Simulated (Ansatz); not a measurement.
Consider Si$_{54}$O (cell with a defect).

Si$_{54}$O (cell with a defect), 55 atoms, a = 11.60 Å, b = 11.60 Å, c = 11.60 Å, α = 60.00°, β = 60.00°, γ = 60.00°.

Computed with DFT PBE, scalar-relativistic, plane waves, PAW (Ansatz 0.2.0).

Predict the valence pseudo-density and electron localisation function between the atoms.

Si–Si (2.35 Å): the density is about 0.57 e/Å³ at the midpoint; the ELF peaks at about 0.95 between the atoms.
Si–Si (2.39 Å): the density is about 0.55 e/Å³ at the midpoint; the ELF peaks at about 0.95 between the atoms.

Does the calculation make it a metal, or give it a gap?

It is metallic or semimetallic at this level of theory: no gap opens.

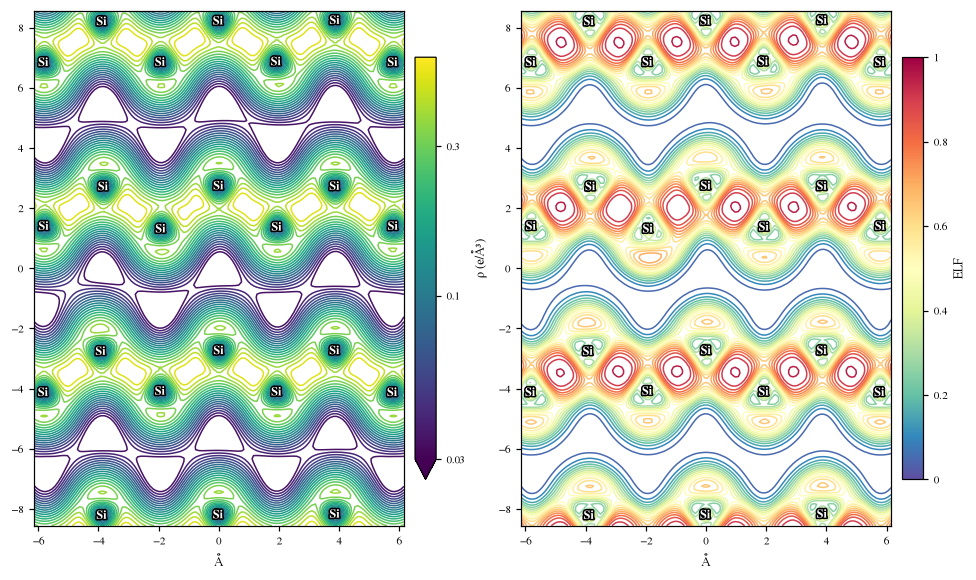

Computed valence pseudo-density and electron localisation function on the (101̄) plane of the calculation cell, in this order. 

Core electrons are frozen (PAW), and the valence fields are smoothed inside the atomic spheres.
